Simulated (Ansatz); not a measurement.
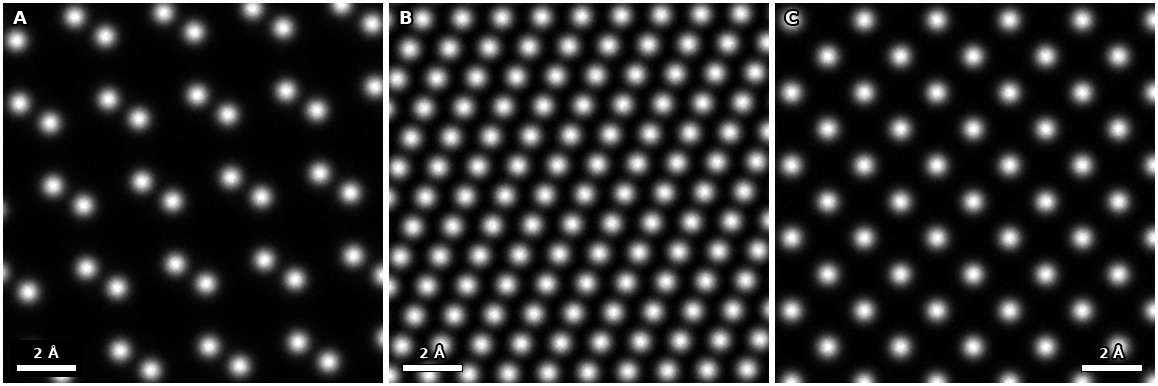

Three views of Co (Fd-3m, No. 227) along different zone axes. Simulation: incoherent imaging, intensity Z^1.7 per atom, probe width 0.56 Å, thin sample. The probe carries 15 % of its weight in a tail 2.5 times as wide. Shot noise was added. Structure: the geometry relaxed with DFT, RPBE, plane waves (420 eV) with PAW, scalar-relativistic in Ansatz; the starting structure was generated, so it need not be a known form of this composition.

```xyz
8
Lattice="4.9727 0.0000 0.0000 0.0000 4.9727 0.0000 0.0000 0.0000 4.9727" Properties=species:S:1:pos:R:3 pbc="T T T"
Co    3.7296    3.7296    3.7296
Co    0.0000    2.4864    0.0000
Co    3.7296    1.2432    1.2432
Co    0.0000    0.0000    2.4864
Co    1.2432    3.7296    1.2432
Co    2.4864    2.4864    2.4864
Co    1.2432    1.2432    3.7296
Co    2.4864    0.0000    0.0000
```

Question: Match the panels to the zone axes [001], [110] and [210].

Answer: A is [110]: projected cell 3.05 × 3.05 Å, 109°, plane group c2mm. B is [210]: projected cell 1.11 × 1.36 Å, 114°, plane group c2mm. C is [001]: projected cell 1.76 × 1.76 Å, 90°, plane group p4mm.
